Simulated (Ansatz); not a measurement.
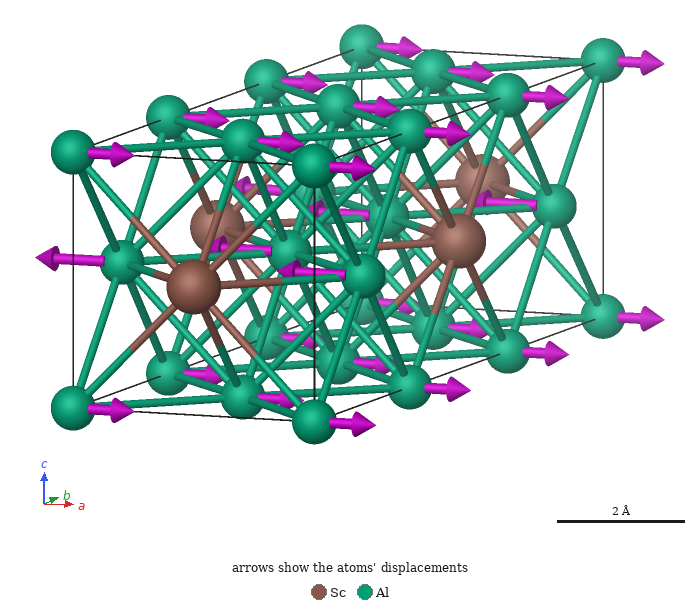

Phonons of solid ScAl5 (a generated structure), space group Cmmm (No. 65), at the zone centre. The optical levels lie at 169, 179, 184, 190, 192, 214, 220, 224, 231, 266, 280, 283, 290, 313, 317 cm⁻¹. One mode is drawn. The purple arrows are the displacements of the atoms (eigenvector over the root of the mass), of arbitrary overall length and sign. A ball-and-stick model of the conventional cell (2 times the calculation's cell), seen slightly off an axis. Lengths and directions refer to the drawn axes.

Level of theory: DFT PBE, scalar-relativistic, plane waves, PAW (Ansatz 0.2.0). Settings: plane-wave cutoff 420 eV; k-point mesh 10 × 10 × 10; occupations fermi dirac; smearing width 0.15 eV; no spin polarisation.

The frequencies depend somewhat on the k-mesh and the smearing.

Q: To which level does it belong?

A: The level at 214 cm⁻¹. This is the B₃u mode, optical level 6 of 15, counted from below, infrared-active by symmetry. The Sc atoms hardly move; the Al (4j) sublattice moves against the Al (2a) and Al (4i) sublattices, along a. The crystal is a metal, so free carriers screen the infrared response.
